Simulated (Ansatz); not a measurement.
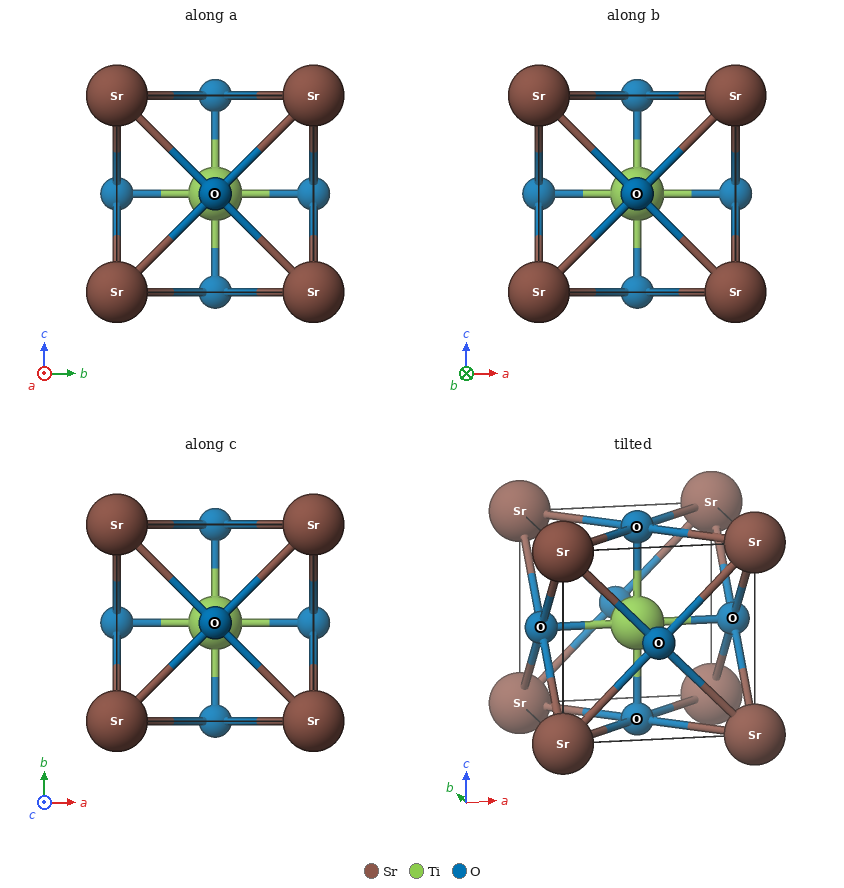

We look at a ball-and-stick model of the crystal along the a axis, along the b axis, along the c axis and slightly off an axis. One conventional unit cell is framed, with atoms on its boundary repeated.

Lattice parameters: a = 3.9069 Å, b = 3.9069 Å, c = 3.9069 Å, α = 90.000°, β = 90.000°, γ = 90.000°.

### Transcribe the picture into a CIF in P1 with every atom of the cell.

```cif
data_structure
_symmetry_space_group_name_H-M 'P 1'
_symmetry_Int_Tables_number 1
_cell_length_a 3.9069
_cell_length_b 3.9069
_cell_length_c 3.9069
_cell_angle_alpha 90.000
_cell_angle_beta 90.000
_cell_angle_gamma 90.000
_cell_volume 59.63
loop_
_atom_site_label
_atom_site_type_symbol
_atom_site_fract_x
_atom_site_fract_y
_atom_site_fract_z
_atom_site_occupancy
Sr1 Sr 0.0000 0.0000 0.0000 1
Ti1 Ti 0.5000 0.5000 0.5000 1
O1 O 0.5000 0.5000 0.0000 1
O2 O 0.5000 0.0000 0.5000 1
O3 O 0.0000 0.5000 0.5000 1
```

The structure comes from a structure type filled with these elements by a generator (whether the compound takes this form wasn't checked). Earlier steps of the study may have refined or changed the cell and positions. Ansatz was used for an electronic-structure calculation on it.
